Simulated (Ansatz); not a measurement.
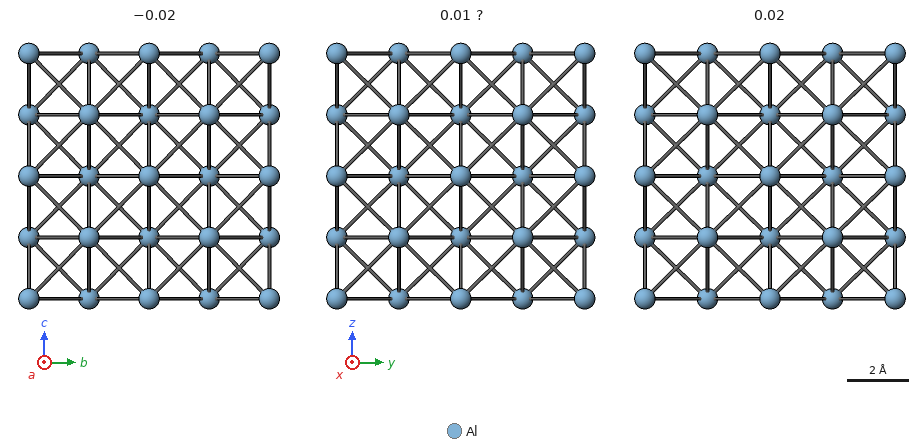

Energy scan for crystalline Al (Fm-3m), in which the cell is strained along y alone, with the atoms kept at their fractional coordinates. x, y and z are the Cartesian axes of the input. A ball-and-stick model of the conventional cell (4 times the calculation's cell), repeated 2 × 2 × 2 with one cell outlined, seen along the a axis. Lengths and directions refer to the drawn axes.

All numbers below come from DFT PBE, scalar-relativistic, plane waves, PAW (Ansatz 0.2.0). (plane-wave cutoff 420 eV; k-point mesh 20 × 20 × 20; occupations gaussian; smearing width 0.15 eV; no spin polarisation). Energies (free energies at the smearing named) are counted from the cell as listed in its source, which wasn't relaxed.

```csv
strain,energy change (meV/atom)
−0.0200,0.93
−0.0150,0.31
−0.0100,−0.03
−0.0050,−0.12
0.0000,0.00
0.0050,0.31
0.0100,?
0.0150,1.62
0.0175,2.12
0.0200,2.70
```

One row is withheld. What is its energy?

Answer. A straight line between the two neighbours gives 0.97 meV/atom. A cubic through the four nearest rows (0.0000, 0.0050, 0.0150, 0.0175) gives, with Lagrange weights, (−0.1429)(0.00) + (0.6000)(0.31) + (1.0000)(1.62) + (−0.4571)(2.12) = 0.84 meV/atom. The calculation gives 0.84 meV/atom, so the cubic is right to the digits shown and the straight line 0.13 meV/atom too high, as the curve bends upwards here.

The whole profile:

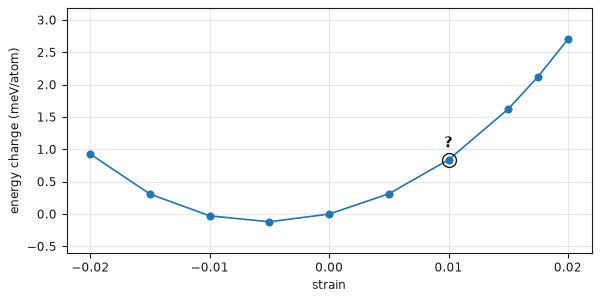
